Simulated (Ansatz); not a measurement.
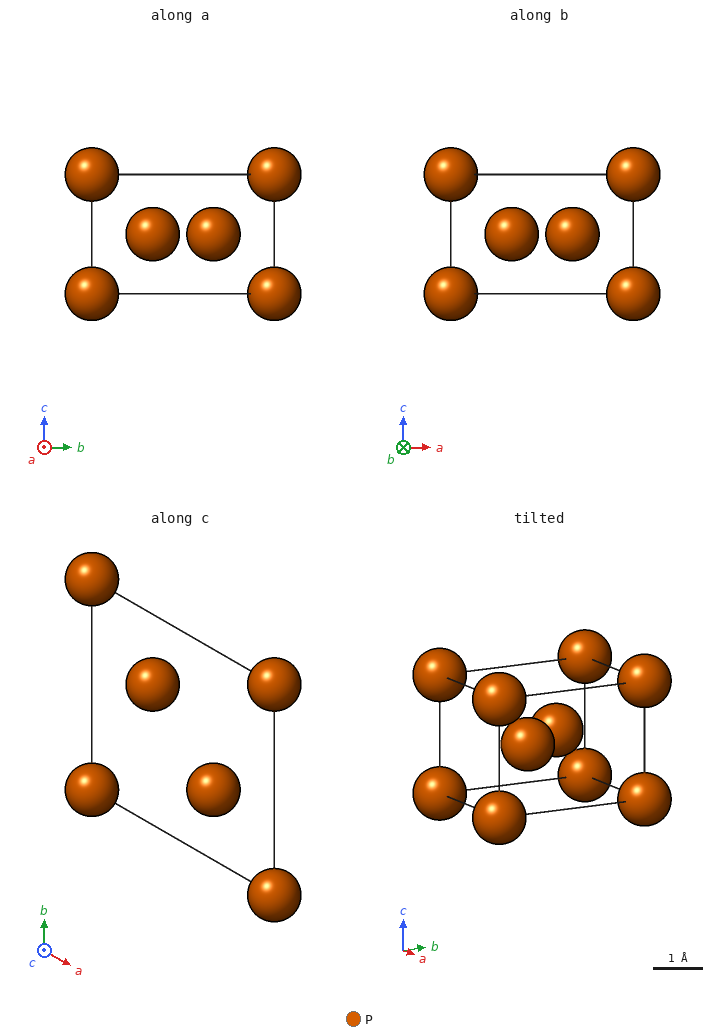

Drawn in the spheres-only manner and seen along the a axis, along the b axis, along the c axis and slightly off an axis. The conventional unit cell is outlined; an atom on or near a face, edge or corner is repeated at each equivalent position.

Lattice parameters: a = 4.387 Å, b = 4.387 Å, c = 2.486 Å, α = 90.00°, β = 90.00°, γ = 120.00°. Put a along x and b in the xy plane.

**Write down what is shown as a POSCAR file.**

```
P
1.0
     4.387    0.000    0.000
    -2.193    3.799    0.000
     0.000    0.000    2.486
P
3
Direct
  0.0000 0.0000 0.0000
  0.3333 0.6667 0.5000
  0.6667 0.3333 0.5000
```

The initial geometry was a structure type filled with this element by a generator (whether the element takes this form wasn't checked). A relaxation with DFT, PBEsol, plane waves (420 eV) with PAW, scalar-relativistic in Ansatz 0.2.0 gave the geometry drawn.
